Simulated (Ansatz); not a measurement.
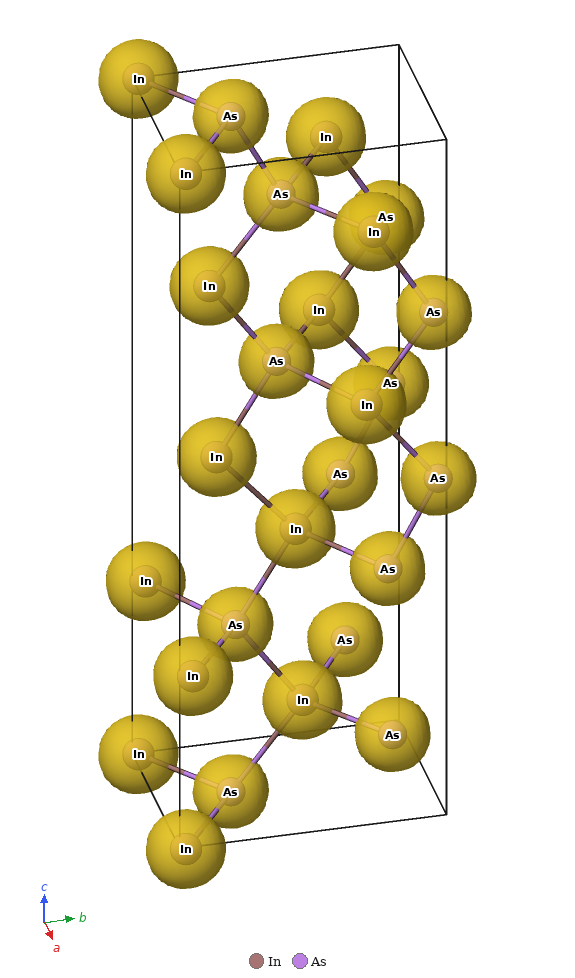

The picture shows: InAs (interface cell). Isosurface of the valence electron density at 0.8 e/Å³ (yellow), seen at an oblique angle. Sticks mark near contacts.

These are results of DFT PBE, scalar-relativistic, plane waves, PAW in Ansatz, not measurements.

The density is the valence pseudo-density of a PAW calculation; it isn't the true density close to the nuclei.

```
CELL_PARAMETERS angstrom
4.37439 0.00000 0.00000
0.00000 6.18633 0.00000
0.00000 0.00000 17.57126
ATOMIC_POSITIONS crystal
In 0.00000 0.02332 0.99802
As 0.00000 0.79805 0.12858
In 0.50000 0.54971 0.12230
As 0.50000 0.28093 0.99977
In 0.00000 0.04971 0.25270
As 0.00000 0.78093 0.37523
In 0.50000 0.52332 0.37698
As 0.50000 0.29805 0.24642
As 0.00000 0.96907 0.49977
In 0.00000 0.70029 0.62230
As 0.50000 0.45195 0.62858
In 0.50000 0.22668 0.49802
As 0.00000 0.95195 0.74642
In 0.00000 0.72668 0.87698
As 0.50000 0.46907 0.87523
In 0.50000 0.20029 0.75270
```

What does this surface tell about the bonding?

At this value the density breaks into separate islands; it holds about 70 % of the electrons treated as valence (semicore included). It bridges none of the near contacts. It is pinched off along the shortest As–As (2.48 Å), In–As (2.68 Å), In–In (2.81 Å) and In–As (2.72 Å) contacts. On the grid the lowest density along these lines, outside the cores, is 0.52 e/Å³ (As–As, 2.48 Å), 0.38 e/Å³ (In–As, 2.68 Å), 0.32 e/Å³ (In–In, 2.81 Å) and 0.35 e/Å³ (In–As, 2.72 Å).

Metal or insulator at this level of theory?

It is metallic or semimetallic at this level of theory: no gap opens.
